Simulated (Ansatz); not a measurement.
C6O (slab)

Input

```
crystal:
  lattice:
    - [2.4649373942, 0.0, 0.0]
    - [1.2324826688, 2.1346903355, 0.0]
    - [0.0, 0.0, 25.748660793]
  atoms:
    - { symbol: C, position: [0.1656238015, 0.1656238015, 0.3301142559] }
    - { symbol: C, position: [0.4989565371, 0.4989565371, 0.3301441472] }
    - { symbol: C, position: [0.4979139708, 0.4979139708, 0.4611480831] }
    - { symbol: C, position: [0.8312467065, 0.8312467065, 0.4611779744] }
    - { symbol: C, position: [0.8302041402, 0.8302041402, 0.5921819102] }
    - { symbol: C, position: [0.1635368758, 0.1635368758, 0.5922118015] }
    - { symbol: O, position: [0.1635368758, 0.1635368758, 0.6473603007], spin: 2.0 }
basis:
  ecutwfc: 420
kpoints:
  mp_grid: { grid: [12, 12, 1] }
hamiltonian:
  xc: pbe
  dispersion: d3bj
scf:
  occupations: { method: gaussian, width: 0.05 }
output:
  forces: true
  eigenvalues: true
  populations: true
  write_density: true
  write_potential: true
  elf: true
  volumetric_format: npy
magnetization:
  spin_polarized: true
relax:
  adjacent_minimum: "off"
  f_tol: 0.03
  max_steps: 70
  constraints: [{ sites: [0, 1] }]
efield:
  axis: 3
  dipole_correction: true
  ramp_width: 0.04
```

Run with:

```sh
ansatz run input.yaml --threads 1 --pin off --max-ram 2560MiB --backend cpu --events-out ev --progress --plain --runs-dir out
```

The fields are those of the relaxed geometry.

The program warned that a starting moment wasn't kept; spin-polarised.

Computed with DFT PBE+D3(BJ), scalar-relativistic, plane waves, PAW in Ansatz 0.2.0.

The density is the valence pseudo-density of a PAW calculation; it isn't the true density close to the nuclei.

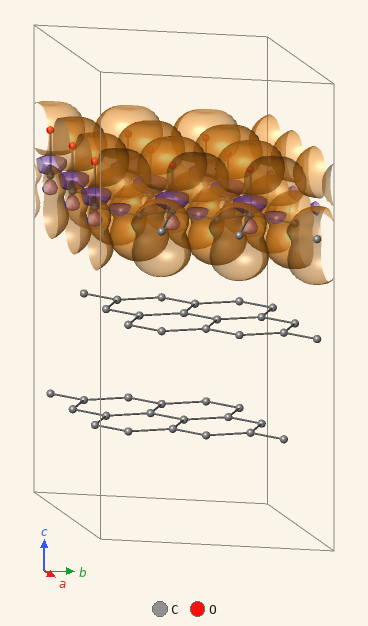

Figure 1. Isosurfaces of the magnetisation density (up minus down) at +0.02 (orange) and −0.02 e/Å³ (purple), seen slightly off an axis. Sticks mark near contacts.

Describe the spin distribution.

Answer. The spin density sits on O: +0.7 μB in one cell of 7 atoms, with smaller moments on C (up to +0.18 μB): with much of the spin spread outside that site. The cell of the calculation (7 atoms) carries 1.3 μB of net spin moment.

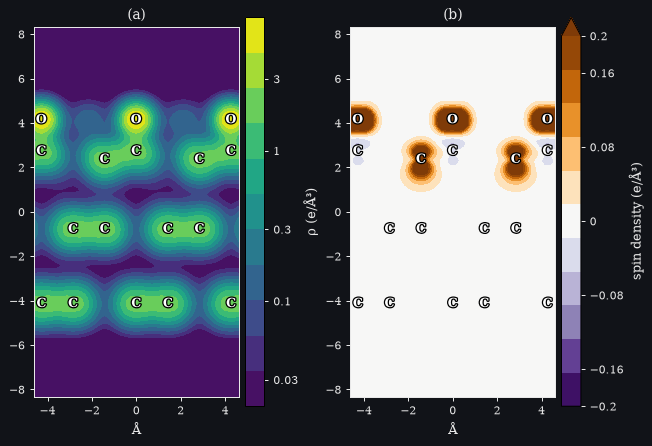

Figure 2. (a) valence electron density; (b) spin density on the (11̄0) plane of the calculation cell, a cut from vacuum to vacuum.

What do the fields say about this system?

Answer.
- The plane passes through C and O nuclei.
- C–O (1.42 Å): ρ at the midpoint is about 2 e/Å³.
- C–C (1.42 Å): the density is about 2 e/Å³ at the midpoint.
- C–C (1.47 Å): ρ is about 1.9 e/Å³ halfway.
- The density dies away to nearly zero in the vacuum.

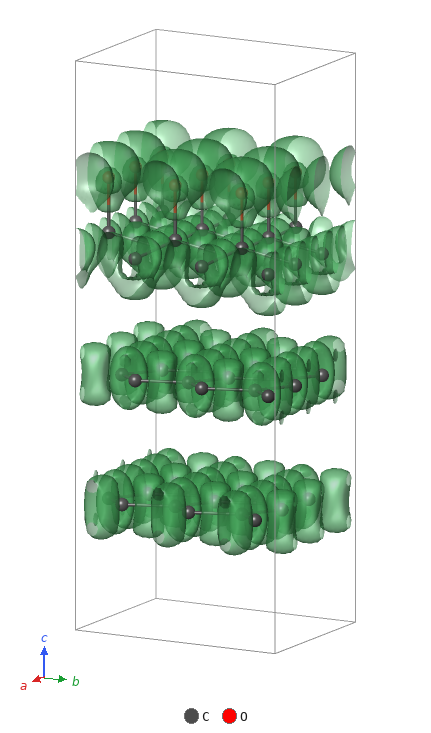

Figure 3. Isosurface of the ELF at 0.7 (green), seen slightly off an axis. Core shells and regions of very low density are left out. Sticks mark near contacts.

Where are the electrons localised?

Answer. The surface consists of six regions between bonded C–C atoms, one region on C in which the atom's valence shell and bonds are merged and one region on O in which the atom's valence shell and bonds are merged, counted in one cell of 7 atoms. Counts are for one cell; the picture repeats the cell along the surface.


C–O (1.42 Å): the ELF peaks at about 0.85 between the atoms. C–C (1.42 Å): the ELF peaks at about 0.95 between the atoms.

Metal or insulator at this level of theory?

Answer. It is gapless in this calculation (a metal or semimetal).
